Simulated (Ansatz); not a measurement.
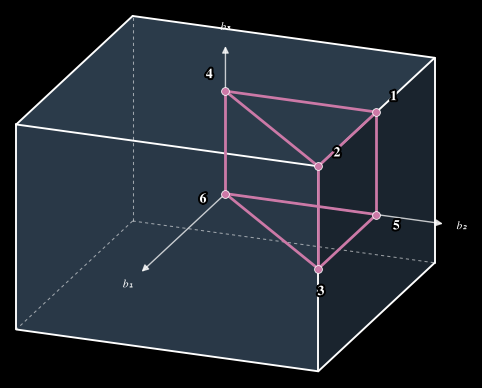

For HfO2, the geometry relaxed at fixed volume with Ansatz 0.2.0, DFT PBE, scalar-relativistic, plane waves, PAW: the first Brillouin zone of a primitive tetragonal lattice (tP; extended symbol tP1) is drawn with its special points numbered. Geometry calculated from the standardised cell; symmetry tolerance 0.002 Å.

a = 3.629 Å, b = 3.629 Å, c = 5.348 Å, α = 90.00°, β = 90.00°, γ = 90.00°.

Labels and path follow the convention of Hinuma et al. (2017), as computed by seekpath; the arrows show the directions of the reciprocal primitive vectors b₁, b₂, b₃, in which coordinates are given.

**Which special point is each number?**

```csv
no.,label,coordinates
1,R,"(0, 1/2, 1/2)"
2,A,"(1/2, 1/2, 1/2)"
3,M,"(1/2, 1/2, 0)"
4,Z,"(0, 0, 1/2)"
5,X,"(0, 1/2, 0)"
6,Γ,"(0, 0, 0)"
```
